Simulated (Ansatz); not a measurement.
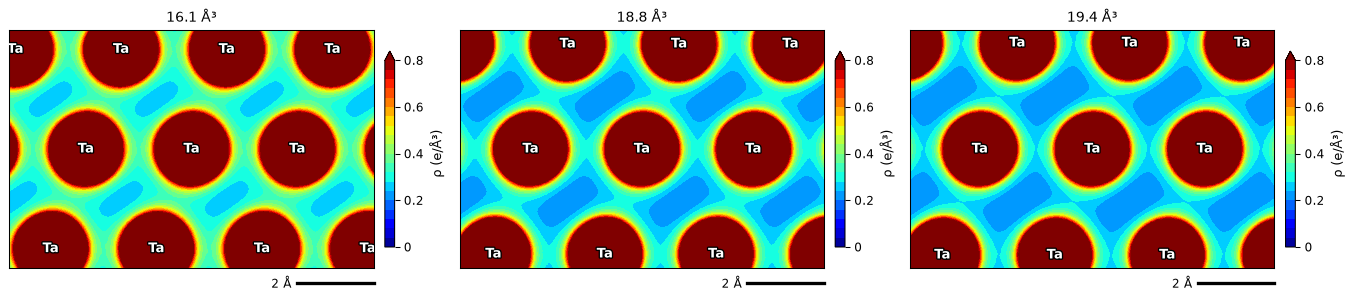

Ta. The valence charge density (pseudo) of cells scaled evenly to different volumes (given per atom above each panel), on the (011̄) plane of each (indices in the axes of the cell below), at one length scale and on one colour scale.

Computed without spin polarisation.

All numbers below come from DFT PBE, scalar-relativistic, plane waves, PAW (Ansatz 0.2.0).

The largest cell:

```
Ta
1.0
    -1.69194    1.69194    1.69194
     1.69194   -1.69194    1.69194
     1.69194    1.69194   -1.69194
Ta
1
Cartesian
  0.0000 0.0000 0.0000
```

| volume (Å³/atom) | Ta–Ta contact in the plane (Å) | ρ at its midpoint (e/Å³) | pressure (GPa) | 
| --- | --- | --- | --- |
| 16.08 | 2.754 | 0.354 | 31.9 | 
| 18.28 | 2.874 | ? | ? | 
| 18.83 | 2.903 | 0.290 | −5.4 | 
| 19.37 | 2.931 | 0.278 | −10.1 | 

What values belong in the row with question marks?

Answer. Over the known rows ln ρ falls by 1.36 per Å of Ta–Ta distance (a least-squares line), which gives 0.301 e/Å³ at 2.874 Å; the calculation gives 0.301 e/Å³. For the pressure, a straight line in volume between the neighbouring rows gives 2.1 GPa; the calculation gives 0.0, lower because pressure rises ever faster on compression.
